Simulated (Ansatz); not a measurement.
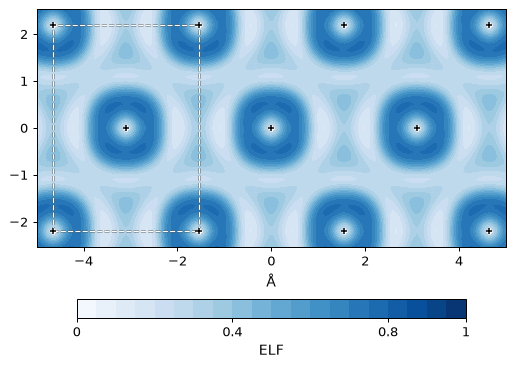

The electron localisation function on a plane through atoms (crosses mark nuclei in the plane).

Level of theory: DFT, LDA, PAW with Ansatz's default frozen-core files, scalar-relativistic; relaxation of cell and atoms in Ansatz 0.2.0.

Candidates:
A. CdS, a = 4.00 Å, b = 4.00 Å, c = 6.53 Å, α = 90.00°, β = 90.00°, γ = 120.00°. Space group P6₃mc; computed pressure about 4 GPa in this cell.
B. Mo, a = 3.10 Å, b = 3.10 Å, c = 3.10 Å, α = 90.00°, β = 90.00°, γ = 90.00°. Space group Im-3m; computed pressure about 4 GPa in this cell; computed without spin polarisation.

Q: Which system is this?

A: Candidate B: Mo on the (011̄) plane of the conventional cell, which holds Mo. Mo–Mo (2.68 Å): the ELF is about 0.30 at the midpoint; no localised pair shows between them.
